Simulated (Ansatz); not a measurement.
The structure in question:

```cif
data_structure
_symmetry_space_group_name_H-M 'P 1'
_symmetry_Int_Tables_number 1
_cell_length_a 3.8925
_cell_length_b 4.0070
_cell_length_c 5.0237
_cell_angle_alpha 90.000
_cell_angle_beta 90.000
_cell_angle_gamma 119.379
_cell_volume 68.28
loop_
_atom_site_label
_atom_site_type_symbol
_atom_site_fract_x
_atom_site_fract_y
_atom_site_fract_z
_atom_site_occupancy
Ni1 Ni 0.01980 0.99714 0.50000 1
Ni2 Ni 0.01980 0.99714 0.00000 1
Ni3 Ni 0.69064 0.33776 0.25000 1
Ni4 Ni 0.34896 0.65652 0.75000 1
Ge1 Ge 0.67796 0.31632 0.75000 1
Ge2 Ge 0.36164 0.67796 0.25000 1
```

Describe what this structure looks like.

Formula: Ni2Ge. Strictly the space group is P2_1/m (No. 11, within 0.01 Å). It is a distorted form of a primitive hexagonal structure, space group P6_3/mmc (No. 194) within 0.25 Å: Ni₂In type. There are 6 atoms in the cell: 4 Ni, 2 Ge. Ge bonds to eleven Ni at 2.28 to 2.69 Å. The bonds build a three-dimensional framework.

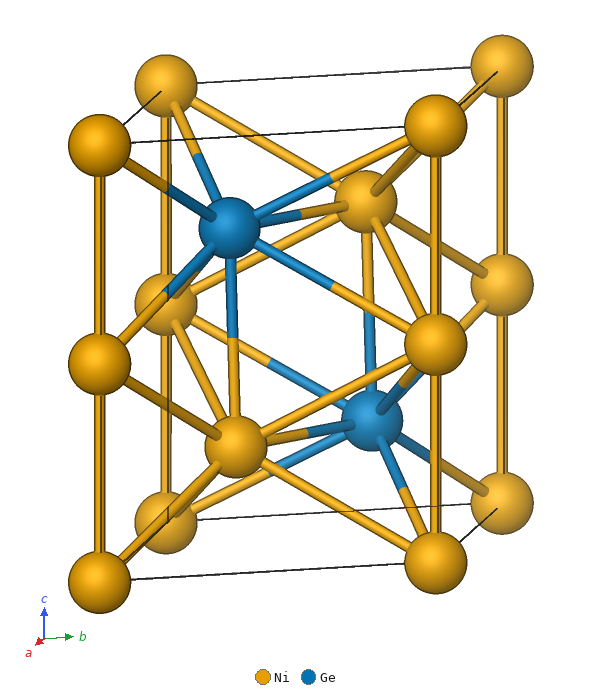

Shown here is a ball-and-stick view of the crystal, taken slightly off an axis. The unit cell is drawn as a box.

Its origin is a structure listed in the Materials Project. It was relaxed with Ansatz, DFT PBEsol, scalar-relativistic, plane waves, PAW under a constraint or pressure on the cell, so some stress remains.
